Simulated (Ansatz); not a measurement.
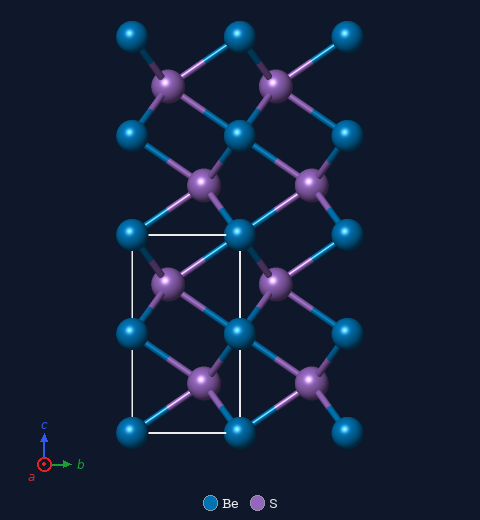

Projection along an edge of the hexagonal mesh, stacking direction c upwards. Every atom sits on one of the three columns of the mesh; call them A, B, C in the order in which they first turn up. The sequence starts with the first layer at or above the cell's origin.

System BeS; source of the atomic positions: the input geometry of an electronic-structure calculation (not necessarily at equilibrium); the starting structure was generated, so it need not be a known form of this composition.

Give the sequence of layers in one repeat, with element and column.

Be(A) – S(B) – Be(A) – S(C) (four layers in 5.26 Å).

How are the S layers alone stacked?

S layers alone: BC, the hexagonal close-packed type.

Which positions between or in the S layers do the other atoms fill?

Be: two octahedral sites in each hexagonal cell.
